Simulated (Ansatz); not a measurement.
# Run report: Ti, band-structure calculation

- system: Ti (2 atoms in the cell)
- method: DFT with PBE, PAW plane waves, no spin polarisation (Ansatz 0.2.0)

The structure derives from an entry of the Crystallography Open Database. Figures and captions count atoms from 1; the log counts them from 0 in places.

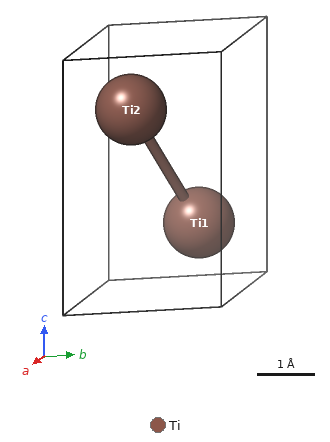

Fig. 1: The input geometry (ball-and-stick view of the cell of the calculation, seen slightly off an axis; atoms are numbered from 1 in the order of the input).

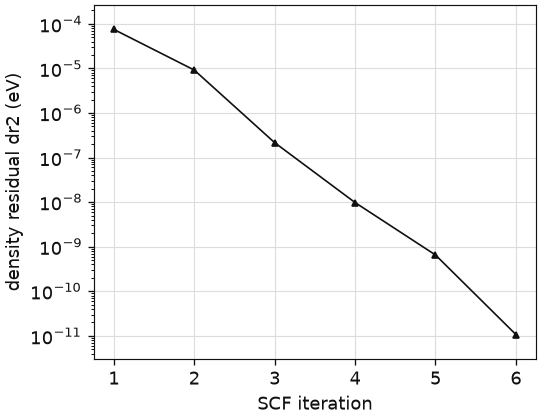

Fig. 2: Convergence of the self-consistent field: density residual dr2 against the SCF iteration. The residual falls at every step.

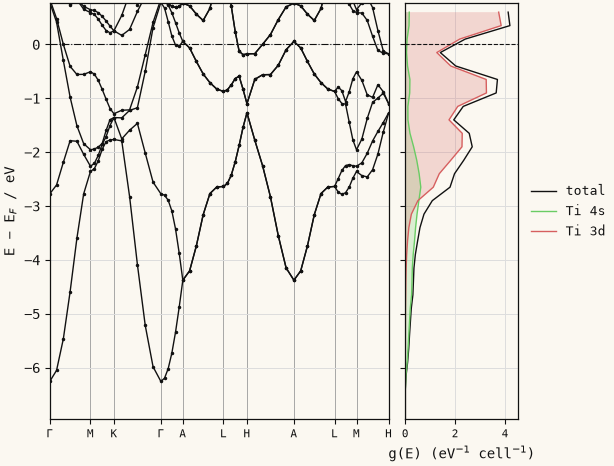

Fig. 3: Band structure along Γ–M–K–Γ–A–L–H–A–L–M–H and density of states (projected on Löwdin-orthogonalised atomic shells), with energies from the Fermi level. Bands cross the Fermi level: a metal at this level of theory.

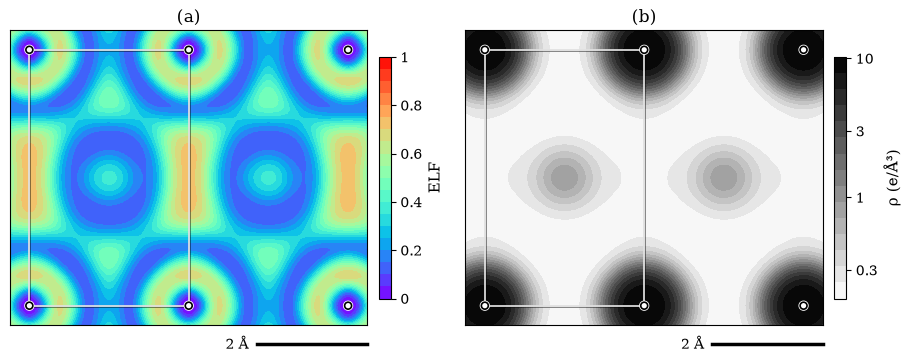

Fig. 4: (a) ELF; (b) valence charge density (pseudo) on the (100) plane of the conventional cell. Circles mark the nuclei in the plane (Ti). Atoms in the plane: Ti. Away from the nuclei the density in this plane falls to 0.19 e/Å³ at its lowest. The strong features right at Ti lie inside the PAW spheres (semicore, d or f shells) and say nothing about bonding. Core electrons are frozen (PAW), so the fields are smoothed inside the atomic spheres.

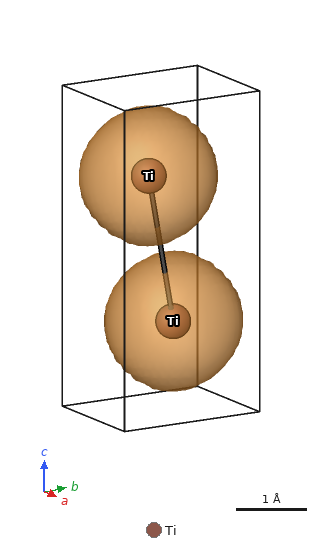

Fig. 5: Isosurface of the valence charge density (pseudo) at 0.4 e/Å³ (orange), seen slightly off an axis. Sticks mark near contacts. The outline is the cell set on symmetry axes. At this value the density breaks into separate islands; it holds about 75 % of the electrons treated as valence (semicore included). It is pinched off along the Ti–Ti (2.85 Å) contacts. On the grid the lowest density along these lines, outside the cores, is 0.2 e/Å³ (Ti–Ti, 2.85 Å).

The input and output of the run follow.

Input file:
```yaml
crystal:
  lattice:
    - [2.880506, 0.0, 0.0]
    - [-1.440253, 2.494596, 0.0]
    - [0.0, 0.0, 4.625124]
  atoms:
    - { symbol: Ti, position: [0.3333, 0.6667, 0.25] }
    - { symbol: Ti, position: [0.6666, 0.3333, 0.75] }
  symmetry: { tolerance: 0.0003 }
kpoints:
  mp_grid: { grid: [13, 13, 7], shift: [0, 0, 0] }
  band_path:
    path:
      - [0.0, 0.0, 0.0]
      - [0.49999965, 4.6e-07, 0.0]
      - [0.3333331, 0.33333403, 0.0]
      - [0.0, 0.0, 0.0]
      - [0.0, 0.0, 0.5]
      - [0.49999965, 4.6e-07, 0.5]
      - [0.3333331, 0.33333403, 0.5]
      - [0.0, 0.0, 0.5]
      - [0.49999965, 4.6e-07, 0.5]
      - [0.49999965, 4.6e-07, 0.0]
      - [0.3333331, 0.33333403, 0.5]
    npoints: 6
magnetization:
  spin_polarized: false
scf:
  occupations: { method: fermi_dirac }
  lower_state_search: "off"
  max_iter: 200
hamiltonian:
  pseudopotentials: { kind: paw }
  xc: pbe
basis:
  ecutwfc: 420
  fft_grid_basis: typed
output:
  forces: true
  stress: true
  eigenvalues: true
  bader: true
  populations: true
  elf: true
  write_potential: true
  volumetric_format: npy
  dos:
    e_range: [-12, 8]
    de: 0.05
    projected: { site_lists: { Ti: [Ti] } }
  write_density: true
checkpoint:
  read: saved_state
```

Launch command:
```bash
ansatz run input.yaml --threads 1 --pin off --max-ram 2560MiB --backend cpu --events-out ev --progress --plain --runs-dir out
```

The program's output:
```
Warning: the atoms were moved onto the symmetric positions of the space group found under crystal.symmetry.tolerance 3.0e-4 (fractional; no operation is sought that the atoms, as they stand in a round, miss by more than twice it, and no atom is moved by as much as it), and the run uses the moved positions. Before a round's move an operation carried an atom to 1.44e-4 Å from where it should land, the largest such distance. Atom 0 (counting from 0) moved farthest, by 1.66e-4 Å; the longest move in fractions of the cell, of whichever atom, is 0.24 of the tolerance, in 1 round. To run the atoms as typed, lower crystal.symmetry.tolerance until the operations that they miss are no longer found, or set crystal.symmetry.detect: false (a key that needs symmetry detection or time reversal refuses this as the deck is read). The positions used, in the order of the run's atom list: position: [0.3333333333333333, 0.6666666666666666, 0.25]; position: [0.6666666666666667, 0.3333333333333333, 0.75]; The lattice was moved too: crystal.lattice misses the space group found at crystal.symmetry.tolerance 3.0e-4 in a digit that the deck types, which is why this is a warning: making the lattice exact moves one of its numbers by a whole unit of that number's last typed decimal, or more. The operation that it misses by the most changes a squared length by the fraction 3.21e-6. The run uses the lattice that is a stretch of the typed one, with no rotation, onto the one that keeps every operation to a double's rounding (on a very oblique basis the stretch itself rounds by more); the deck's lattice vector that moved farthest moved by 2.67e-6 Å. To run the lattice as typed, set crystal.symmetry.tolerance under 3.21e-6, the least fraction by which an operation that the lattice misses changes a squared length (the same key also sets how far an atom may lie from its image, so lowering it can lose operations that the atoms keep only within it), or set crystal.symmetry.detect: false, as for the atoms. crystal.lattice made exact, in Å and degrees: [[2.880508672120603, 0.0, 0.0], [-1.4402543360603015, 2.4945936858778226, 0.0], [0.0, 0.0, 4.625124]]. Pasted over the deck's crystal.lattice, beside positions in fractional coordinates, it runs the same cell (given as lengths and angles, that cell in the form's own orientation, a rigid turn of the misfit's size from the one run here, for which a checkpoint.post_process_only pass over this run's state can be refused: where this run relaxes nothing, give such a pass this deck's own crystal.lattice, as typed; behind a relaxation, as crystal.lattice, the state's own cell, identity.cell in its checkpoint.json), and a matrix so pasted ends this notice, except on a very skew basis of the lattice, where the rounding of the pasted numbers themselves can read as a misfit: the cell is then moved again, and that move is told again. The lattice as run is in this notice's lattice.as_run_ang field (Run.prep()["deck_notices"] in Python, the deck_notice line of an events file, deck_notices of ansatz run --dry-run=json, or deck_notices in record.json in the deck's checkpoint.write directory).
Warning: checkpoint.read: basis.xc_grid differs: saved 1, current 2 (points along each axis for each point of the dense box; where the key is left out runs that use forces, runs that use the stress, dielectric runs by a finite field, finite-displacement phonons, runs of phonons.displacement_patterns under a GGA or a meta-GGA, phonons by method: dfpt, dielectric runs by the response, runs on support functions, runs on PAW files under a meta-GGA or a hybrid on one, runs at kind: all_electron or under a hybrid on a GGA, runs under a text's formulas of a gradient, and runs on PAW files that evaluate rPW86 or Becke's exchange or LYP's correlation can take a finer level, which can go by the root key accuracy; a number is taken as typed: the saved number, typed, holds this deck to the state's level, where the deck is accepted there); the SCF iterates at this deck's level from the saved density; a trajectory continued from that state goes on on another energy surface; basis.xc_grid: 1, typed and accepted, keeps it on the saved one
Engine: ansatz 0.2.0, x86_64-unknown-linux-gnu
Pseudopotentials: kind: paw
Pseudopotential: Ti, paw, valence charge 12, recommended cutoff 420 eV (normal), Ti.paw.azcp
Functional definition: PBE
  parameter kappa = 0.804
  parameter beta = 0.06672455060314922
  exchange = pbe_x(kappa = kappa, mu = beta*pi^2/3)
  correlation = pbe_c(beta = beta)
Crystal: 2 atoms, lattice volume = 33.235 Å³
Basis set: ecut = 420 eV, 639 PW (Γ), exchange–correlation on 40×40×64 points (8 copies of the dense FFT grid, shifted against one another)
Bands: 16, of which v1, the nominal top of the filled ones, is band 12 counted from 1 (11 counted from 0)
Symmetry: 24 space group operations
Space group: P63/mmc (ITA 194), of the structure as read, at distance tolerance 9.6e-4 Å
k-points: 84 of 1183
Non-local potential: Ti, projectors of the file, l = 0: 3, l = 1: 2, l = 2: 3, l = 3: 1
PAW form: soft (Blöchl's): semilocal exchange-correlation on the pseudo side does not see the compensation charge
PAW one-centre angular grid: Ti, 590 points (default); XC on 64 Gauss nodes
Initial density: read from a saved state, or passed on in memory by an earlier SCF of this step, an earlier step, the calling program or the single point that the run made first
Initial wavefunctions: pseudopotential atomic-orbital guess
Functional: x = pbe(κ = 0.804, μ = 0.2195149727645171), c = pbe(β = 0.06672455060314922)
iter 1 solved again at ethr=3.16e-7 eV; its pass at ethr=3.10e-3 eV (dr2=7.59e-5 eV) is discarded
SCF iter   1: F=—  HF=-4999.340899 eV  |F-HF|=—  |Δ(HF+E_count)|=         —  Δρ=8.87e-4  dr2=7.51e-5  ethr=3.16e-7  ⟨swp⟩=2.0  Hψ=8062  notcnv=0
preconditioner: auto → none  [metal: Δε(μ)=0.001 eV  Ē_g=2.941 eV  σ=0.100 eV  W_gap=0.00  n_scr=8 (ndim 8)  ℏωp=18.2 eV  f_vac=0.000  D(μ)=2.12/eV (n_scr^D=22)]
SCF iter   2: F=—  HF=-4999.340986 eV  |F-HF|=—  |Δ(HF+E_count)|=   8.72e-5  Δρ=3.92e-4  dr2=9.19e-6  ethr=3.13e-7  ⟨swp⟩=2.2  Hψ=1881  notcnv=0
SCF iter   3: F=—  HF=-4999.341021 eV  |F-HF|=—  |Δ(HF+E_count)|=   3.50e-5  Δρ=7.91e-5  dr2=2.16e-7  ethr=3.83e-8  ⟨swp⟩=2.2  Hψ=1671  notcnv=0
iter 4 did not close the SCF: its close was put off for the readings that it lacked (scf_convergence_deferred on its scf_iter line)
SCF iter   4: F=-4999.341023 eV  HF=-4999.341023 eV  |F-HF|=3.24e-8  |Δ(HF+E_count)|=   1.74e-6  Δρ=1.27e-5  dr2=9.79e-9  ethr=9.00e-10  ⟨swp⟩=3.0  Hψ=2380  notcnv=0
iter 5 did not close the SCF: its close was put off for the readings that it lacked (scf_convergence_deferred on its scf_iter line)
SCF iter   5: F=-4999.341023 eV  HF=-4999.341023 eV  |F-HF|=1.50e-9  |Δ(HF+E_count)|=   3.46e-8  Δρ=2.94e-6  dr2=6.52e-10  ethr=4.08e-11  ⟨swp⟩=2.0  Hψ=2197  notcnv=0
SCF iter   6: F=-4999.341023 eV  HF=-4999.341023 eV  |F-HF|=1.46e-11  |Δ(HF+E_count)|=   1.70e-9  Δρ=3.67e-7  dr2=1.07e-11  ethr=2.72e-12  ⟨swp⟩=2.7  Hψ=5649  notcnv=0
SCF 1 converged in 6 iterations: F = -4999.341023 eV  dr2 = 1.07e-11
  greatest PAW one-centre occupation: 0.999 electrons in one spin orbital (limit 2), on the Ti atom at site 1 (counted from 0), in its partial waves of l = 0
NSCF: frozen V_eff on 61 k-points
SCF converged after 6 iterations
Free energy (F): -4999.341023 eV
Harris-Foulkes:  -4999.341023 eV  (|F-HF|=1.46e-11)
Internal energy: -4999.267566 eV  (E = F + TS)
E sigma→0 (E₀):  -4999.304295 eV
Entropy (-TS):   -0.073457 eV (-36.728 meV/atom)
Fermi energy:    14.068569 eV
--- Per-component energies (eV) ---
  E_band       = -296.597579
  E_kinetic    = 547.225364
  E_local      = -1576.832855  (includes V_loc(G=0)·N_el)
  E_nonlocal   = 16.316900
  E_hartree    = 651.988209
  E_xc         = -195.717391
  E_vxc        = -244.937222  (∫ρ·V_xc dr)
  E_paw        = -2095.522917  (= ΣΔE_a)
  E_vpaw       = -342.346318  (= ΣTr[D̂ρ^β])
  E_aug_tail   = 0.000222  (compensation charges beyond the density's cutoff)
  E_ewald      = -2346.725098
  E_smearing   = -0.073457  (= −TS)
  E_closure    = 0.000000  (closes the sum)
  Σ components = -4999.341023   (vs F -4999.341023, Δ=0.00e0)
--- Forces (eV/Å), atoms counted from 1 ---
  atom   1  Ti     0.00000000     0.00000000     0.00000000
  atom   2  Ti     0.00000000    -0.00000000     0.00000000
  max |Σ_I F_I| component: 3.70e-17 eV/Å
--- Stress (GPa, compression-positive) ---
        6.136252       0.000000       0.000000
        0.000000       6.136252       0.000000
        0.000000       0.000000       4.654165
  P = ⅓ Tr σ = 5.6422 GPa (56.422 kbar)
--- Band table (eV; the first three rows and the last of 84) ---
  k-point 0: bands = ["-42.6349", "-42.4776", "-19.2789", "-18.5501", "-18.5501", "-18.4795", "-18.4426", "-18.4426", "7.8125", "11.2960", "14.8499", "14.9118", "14.9118", "14.9358", "15.4212", "15.4212"]
  k-point 1: bands = ["-42.6272", "-42.4855", "-19.2410", "-18.5448", "-18.5448", "-18.5209", "-18.4479", "-18.4479", "7.9882", "11.2115", "14.5717", "14.8387", "14.8437", "14.8437", "15.3315", "15.3315"]
  k-point 2: bands = ["-42.6056", "-42.5075", "-19.1337", "-18.6356", "-18.5300", "-18.5300", "-18.4629", "-18.4629", "8.4932", "10.8517", "14.1368", "14.5807", "14.7632", "14.7632", "15.1250", "15.1250"]
  k-point 83: bands = ["-42.4561", "-42.4527", "-19.0799", "-19.0738", "-18.8965", "-18.8439", "-18.6076", "-18.5957", "12.5420", "12.6087", "13.0903", "13.2208", "13.8568", "13.9674", "15.6853", "16.0364"]
--- Löwdin populations: 2 sites ---
  site symbol       q [e]
     0     Ti     11.8742
     1     Ti     11.8742
  spilling = 0.010484 (of n_electrons = 24.000000)
--- Bader charges: 2 sites ---
  site symbol  charge [e]  shift [e]
     0     Ti      0.0000     0.0000
     1     Ti      0.0000     0.0000
  estimated error of the sums over rays = 4.5e-4 e
```

Key numbers:

```json
{"quantity": "outcome", "value": "converged"}
{"quantity": "space group (tolerance 0.01 Å)", "value": "P6₃/mmc (194)"}
{"quantity": "electrons treated", "value": "24"}
{"quantity": "free energy", "value": "−4999.3410 eV"}
{"quantity": "Fermi energy", "value": "14.069 eV"}
{"quantity": "pressure", "value": "5.64 GPa"}
{"quantity": "electronic character", "value": "metal"}
{"quantity": "largest force (length of the vector)", "value": "under 0.001 eV/Å"}
{"quantity": "hardware", "value": "1 thread of an x86-64 CPU, shared host"}
{"quantity": "wall time", "value": "7.1 s"}
{"quantity": "peak memory", "value": "0.39 GiB"}
```

Notes:

The program warns: the structure was made exactly symmetric. The cell is under a pressure of 5.6 GPa at this level, so it is not at its equilibrium volume.
